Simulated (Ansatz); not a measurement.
**WS₂: single-point calculation (part 2 of 2)**

WS₂ (P-3m1, 54 atoms in the cell); DFT PBE, scalar-relativistic, plane waves, PAW, no spin polarisation (Ansatz 0.2.0); cutoff 420 eV, 3×3×1 k-mesh, Gaussian smearing of 0.05 eV. The structure derives from a Materials Project entry.

**Output, continued**
```
--- Forces (eV/Å), atoms counted from 1 ---
  atom   1  W     -0.00000000    -0.00000000     0.01176462
  atom   2  W      0.00000000    -0.00000000     0.01176462
  atom   3  W     -0.00000000    -0.00000000     0.01176462
  atom   4  W     -0.00000000    -0.00000000     0.01176462
  atom   5  W     -0.00000000    -0.00000000     0.01176462
  atom   6  W      0.00000000    -0.00000000     0.01176462
  atom   7  W      0.00000000    -0.00000000     0.01176462
  atom   8  W     -0.00000000    -0.00000000     0.01176462
  atom   9  W      0.00000000    -0.00000000     0.01176462
  atom  10  W     -0.00000000     0.00000000    -0.01176462
  atom  11  W      0.00000000     0.00000000    -0.01176462
  atom  12  W     -0.00000000     0.00000000    -0.01176462
  atom  13  W     -0.00000000     0.00000000    -0.01176462
  atom  14  W      0.00000000     0.00000000    -0.01176462
  atom  15  W      0.00000000     0.00000000    -0.01176462
  atom  16  W     -0.00000000     0.00000000    -0.01176462
  atom  17  W      0.00000000     0.00000000    -0.01176462
  atom  18  W     -0.00000000     0.00000000    -0.01176462
  atom  19  S     -0.00000000     0.00000000    -0.27200030
  atom  20  S     -0.00000000     0.00000000    -0.27200030
  atom  21  S     -0.00000000     0.00000000    -0.27200030
  atom  22  S     -0.00000000     0.00000000    -0.27200030
  atom  23  S     -0.00000000     0.00000000    -0.27200030
  atom  24  S     -0.00000000     0.00000000    -0.27200030
  atom  25  S     -0.00000000     0.00000000    -0.27200030
  atom  26  S     -0.00000000     0.00000000    -0.27200030
  atom  27  S     -0.00000000     0.00000000    -0.27200030
  atom  28  S     -0.00000000    -0.00000000    -0.22710023
  atom  29  S     -0.00000000    -0.00000000    -0.22710023
  atom  30  S     -0.00000000    -0.00000000    -0.22710023
  atom  31  S     -0.00000000    -0.00000000    -0.22710023
  atom  32  S     -0.00000000    -0.00000000    -0.22710023
  atom  33  S     -0.00000000    -0.00000000    -0.22710023
  atom  34  S     -0.00000000    -0.00000000    -0.22710023
  atom  35  S     -0.00000000    -0.00000000    -0.22710023
  atom  36  S     -0.00000000    -0.00000000    -0.22710023
  atom  37  S      0.00000000     0.00000000     0.22710023
  atom  38  S      0.00000000     0.00000000     0.22710023
  atom  39  S      0.00000000     0.00000000     0.22710023
  atom  40  S      0.00000000     0.00000000     0.22710023
  atom  41  S      0.00000000     0.00000000     0.22710023
  atom  42  S      0.00000000     0.00000000     0.22710023
  atom  43  S      0.00000000     0.00000000     0.22710023
  atom  44  S      0.00000000     0.00000000     0.22710023
  atom  45  S      0.00000000     0.00000000     0.22710023
  atom  46  S      0.00000000    -0.00000000     0.27200030
  atom  47  S      0.00000000    -0.00000000     0.27200030
  atom  48  S      0.00000000    -0.00000000     0.27200030
  atom  49  S      0.00000000    -0.00000000     0.27200030
  atom  50  S      0.00000000    -0.00000000     0.27200030
  atom  51  S      0.00000000    -0.00000000     0.27200030
  atom  52  S      0.00000000    -0.00000000     0.27200030
  atom  53  S      0.00000000    -0.00000000     0.27200030
  atom  54  S      0.00000000    -0.00000000     0.27200030
  max |Σ_I F_I| component: 5.55e-16 eV/Å
--- Band table (eV) ---
  k-point 0: bands = ["-71.0502", "-71.0502", "-71.0376", "-71.0376", "-71.0376", "-71.0376", "-71.0376", "-71.0376", "-71.0376", "-71.0376", ... 61 levels left out ..., "-35.1819", "-11.9297", "-11.8756", "-10.4549", "-10.4549", "-10.4549", "-10.4549", "-10.4549", "-10.4549", "-10.4100", "-10.4100", "-10.4100", "-10.4100", "-10.4100", "-10.4100", "-10.2798", "-10.1731", "-9.7417", "-9.7417", "-9.7417", "-9.7417", "-9.7417", "-9.7417", "-9.6846", "-9.6846", "-9.6846", "-9.6846", "-9.6846", "-9.6846",
      "-9.4719", "-9.4719", "-9.4719", "-9.4719", "-9.3441", "-9.3441", "-9.3441", "-9.3441", "-3.6310", "-3.3134", "-2.9634", "-2.9634", "-2.9634", "-2.9634", "-2.9634", "-2.9634", "-2.9168", "-2.9168", "-2.8767", "-2.8767", "-2.8698", "-2.8698", "-2.8698", "-2.8698", "-2.8698", "-2.8698", "-2.4816", "-2.4816", "-2.4816", "-2.4816", "-1.8035", "-1.8035", "-1.8035", "-1.8035", "-1.8035", "-1.8035", "-1.6405", "-1.6405", "-1.6277", "-1.6277",
      "-1.6277", "-1.6277", "-1.6277", "-1.6277", "-1.5948", "-1.5948", "-1.5948", "-1.5948", "-1.5948", "-1.5948", "-1.5785", "-1.5785", "-1.4469", "-1.4469", "-1.4469", "-1.4469", "-1.4469", "-1.4469", "-1.0294", "-1.0294", "-1.0294", "-1.0294", "-0.3455", "-0.3455", "-0.3455", "-0.3455", "-0.2311", "-0.2311", "-0.2311", "-0.2311", "-0.2311", "-0.2311", "-0.2132", "-0.2132", "-0.2132", "-0.2132", "-0.2132", "-0.2132", "-0.0215", "-0.0215",
      "-0.0185", "-0.0185", "0.4304", "0.5528", "0.5528", "0.5528", "0.5528", "0.8928", "0.8928", "0.8928", "0.8928", "0.8928", "0.8928", "1.1068", "1.1068", "1.1068", "1.1068", "1.1068", "1.1068", "1.1987", "1.2212", "1.2212", "1.2212", "1.2212", "1.2212", "1.2212", "1.2216", "1.2216", "1.2328", "1.2328", "1.2494", "1.2494", "1.2494", "1.2494", "1.2494", "1.2494", "1.6609", "1.6609", "1.6609", "1.6609",
      "1.6609", "1.6609", "1.7437", "1.7437", "1.7437", "1.7437", "1.7437", "1.7437", "2.7272", "2.8511", "2.8511", "2.9065", "2.9065", "3.2101", "4.6764", "4.6764", "4.6764", "4.6764", "5.3767", "5.3767", "5.3767", "5.3767", "5.3767", "5.3767", "5.4388", "5.4388", "5.4388", "5.4388", "5.4388", "5.4388", "5.4799", "5.4799", "5.4799", "5.4799", "5.4799", "5.4799", "5.6708", "5.6708", "5.6708", "5.6708",
      "5.6708", "5.6708", "5.7774", "5.7774", "5.7806", "5.7806", "5.9412", "5.9412", "5.9836", "5.9836", "6.0743"]
  k-point 1: bands = ["-71.0482", "-71.0482", "-71.0432", "-71.0432", "-71.0394", "-71.0394", "-71.0394", "-71.0394", "-71.0348", "-71.0348", ... 61 levels left out ..., "-35.1912", "-11.7282", "-11.6741", "-11.1786", "-11.1263", "-10.7082", "-10.7082", "-10.6596", "-10.6596", "-10.2050", "-10.1042", "-10.0386", "-10.0386", "-10.0026", "-10.0026", "-10.0021", "-9.9187", "-9.8866", "-9.8574", "-9.8283", "-9.8283", "-9.7608", "-9.7608", "-9.6421", "-9.6421", "-9.6215", "-9.6215", "-9.5876", "-9.5876",
      "-9.5480", "-9.5480", "-9.5462", "-9.5180", "-9.4233", "-9.4233", "-9.4039", "-9.4039", "-3.5506", "-3.4786", "-3.3944", "-3.1600", "-3.1600", "-3.0908", "-3.0908", "-3.0775", "-2.9393", "-2.9393", "-2.8915", "-2.8915", "-2.8445", "-2.6479", "-2.6479", "-2.6300", "-2.6300", "-2.6195", "-2.6195", "-2.5585", "-2.4694", "-2.4694", "-2.2193", "-2.1457", "-2.0929", "-2.0929", "-2.0513", "-2.0513", "-1.7895", "-1.7895", "-1.6525", "-1.6525",
      "-1.6208", "-1.5591", "-1.5591", "-1.4843", "-1.4406", "-1.4292", "-1.4030", "-1.4030", "-1.3703", "-1.3703", "-1.2902", "-1.2902", "-1.2587", "-1.2587", "-1.1594", "-1.1594", "-0.8541", "-0.6378", "-0.6376", "-0.6376", "-0.6244", "-0.6244", "-0.5470", "-0.5470", "-0.5301", "-0.5245", "-0.5245", "-0.5207", "-0.5135", "-0.5114", "-0.4876", "-0.4876", "-0.4776", "-0.4776", "-0.4121", "-0.4121", "-0.3597", "-0.3597", "-0.0452", "0.1742",
      "0.1797", "0.3084", "0.3245", "0.3391", "0.6205", "0.6205", "0.6620", "0.6620", "0.6751", "0.6853", "0.6853", "0.6880", "0.6960", "0.6960", "0.7394", "0.7394", "0.7620", "0.8340", "0.8340", "0.8533", "0.9183", "0.9315", "0.9666", "0.9666", "1.0479", "1.0479", "1.2133", "1.3552", "1.3552", "1.3817", "1.5058", "1.5058", "1.5157", "1.5290", "1.5723", "1.6921", "1.8466", "1.9233", "1.9669", "1.9669",
      "1.9895", "1.9895", "2.0490", "2.0490", "2.0898", "2.0898", "2.2001", "2.2600", "2.4665", "2.4665", "2.5209", "2.5209", "2.6514", "2.9777", "4.8803", "4.8803", "5.0744", "5.1680", "5.1680", "5.1875", "5.1875", "5.2418", "5.2418", "5.3076", "5.3076", "5.4217", "5.4707", "5.4957", "5.5276", "5.5352", "5.5352", "5.6087", "5.6100", "5.6100", "5.6430", "5.6698", "5.6863", "5.7330", "5.7610", "5.7632",
      "5.7632", "5.8140", "5.8584", "5.9447", "5.9447", "5.9510", "5.9510", "5.9728", "5.9728", "5.9918", "6.0807"]
  k-point 2: bands = ["-71.0447", "-71.0447", "-71.0447", "-71.0447", "-71.0447", "-71.0447", "-71.0351", "-71.0351", "-71.0351", "-71.0351", ... 61 levels left out ..., "-35.2111", "-11.3518", "-11.3518", "-11.3518", "-11.2986", "-11.2986", "-11.2986", "-10.1006", "-10.1006", "-10.1006", "-10.0654", "-10.0654", "-10.0654", "-10.0620", "-10.0620", "-10.0620", "-9.9762", "-9.9762", "-9.9762", "-9.7297", "-9.7297", "-9.7297", "-9.7073", "-9.7073", "-9.7073", "-9.5997", "-9.5997", "-9.5997", "-9.5551",
      "-9.5551", "-9.5551", "-9.4789", "-9.4789", "-9.4789", "-9.4595", "-9.4595", "-9.4595", "-3.4562", "-3.4562", "-3.4562", "-3.3869", "-3.3869", "-3.3869", "-2.9790", "-2.9790", "-2.9790", "-2.7993", "-2.7993", "-2.7993", "-2.7475", "-2.7475", "-2.7475", "-2.6689", "-2.6689", "-2.6689", "-2.4104", "-2.4104", "-2.4104", "-2.3884", "-2.3884", "-2.3884", "-2.0290", "-2.0290", "-2.0290", "-1.9952", "-1.9952", "-1.9952", "-1.5748", "-1.5748",
      "-1.5748", "-1.4651", "-1.4651", "-1.4651", "-1.3973", "-1.3973", "-1.3973", "-1.3376", "-1.3376", "-1.3376", "-1.2175", "-1.2175", "-1.2175", "-1.2104", "-1.2104", "-1.2104", "-0.8041", "-0.8041", "-0.8041", "-0.6084", "-0.6084", "-0.6084", "-0.5978", "-0.5978", "-0.5978", "-0.5504", "-0.5504", "-0.5504", "-0.5306", "-0.5306", "-0.5306", "-0.2475", "-0.2475", "-0.2475", "-0.0488", "-0.0488", "-0.0488", "-0.0144", "-0.0144", "-0.0144",
      "0.1819", "0.1819", "0.1819", "0.2246", "0.2246", "0.2246", "0.4769", "0.4769", "0.4769", "0.4835", "0.4835", "0.4835", "0.6876", "0.6876", "0.6876", "0.7435", "0.7435", "0.7435", "0.7625", "0.7625", "0.7625", "0.8448", "0.8448", "0.8448", "1.2104", "1.2104", "1.2104", "1.2201", "1.2201", "1.2201", "1.5302", "1.5302", "1.5302", "1.7942", "1.7942", "1.7942", "2.1053", "2.1053", "2.1053", "2.1099",
      "2.1099", "2.1099", "2.2648", "2.2648", "2.2648", "2.3303", "2.3303", "2.3303", "2.3913", "2.3913", "2.3913", "2.5042", "2.5042", "2.5042", "5.0520", "5.0520", "5.0520", "5.0523", "5.0523", "5.0523", "5.3241", "5.3241", "5.3241", "5.4042", "5.4042", "5.4042", "5.5324", "5.5324", "5.5324", "5.5883", "5.5883", "5.5883", "5.5987", "5.5987", "5.5987", "5.6136", "5.6136", "5.6136", "5.6378", "5.6378",
      "5.6378", "5.7868", "5.7868", "5.7868", "5.9731", "5.9731", "5.9731", "6.0023", "6.0023", "6.0023", "6.1344"]
```

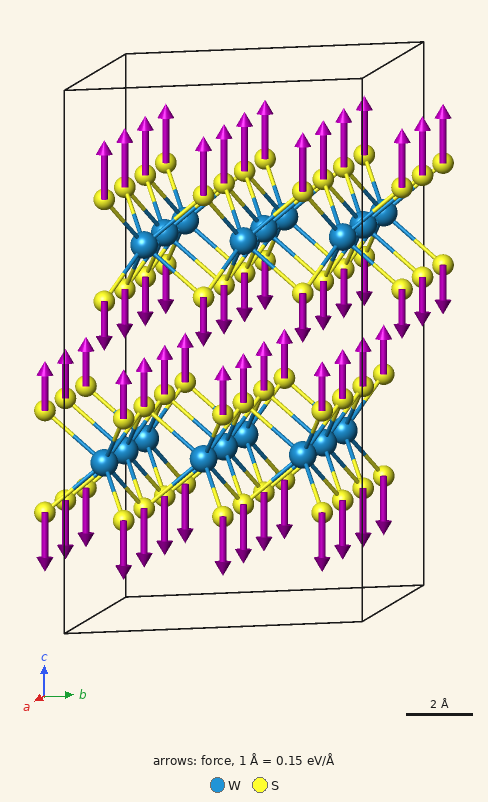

**Figure 1.** Forces on the atoms as pink arrows (ball-and-stick view of the cell of the calculation, with the vacuum cut short, seen slightly off an axis; bonded neighbours outside the cell are drawn too); the smallest are left out. The largest act on S19, S20, S21, S22, S23, S24 and 12 more (0.27 eV/Å); S28, S29, S30, S31, S32, S33 and 12 more (0.23 eV/Å). Atoms are counted from 1 in the order of the input and aren't labelled in the picture. The geometry is not a stationary point of this energy.

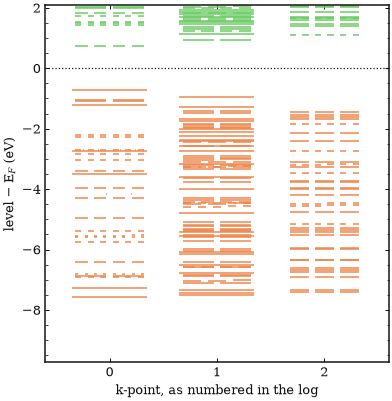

**Figure 2.** Kohn–Sham levels near the Fermi level (dotted) at the few k-points that the log prints; levels within 0.02 eV of each other stand side by side. Among these points the highest filled and lowest empty levels are 1.47 eV apart, which is the gap on the mesh.

**Summary**

```csv
quantity,value
outcome,converged
space group (tolerance 0.01 Å),P-3m1 (164)
electrons treated,468
free energy,−219445.6925 eV
Fermi energy,3.942 eV
gap on the k-point mesh,1.47 eV
largest force (length of the vector),0.272 eV/Å
wall time,14 s (CPU time 1.8 min)
peak memory,7.1 GiB
```

**Remarks**

The program warns: the structure was made exactly symmetric. Spin–orbit coupling is left out, which matters for W.
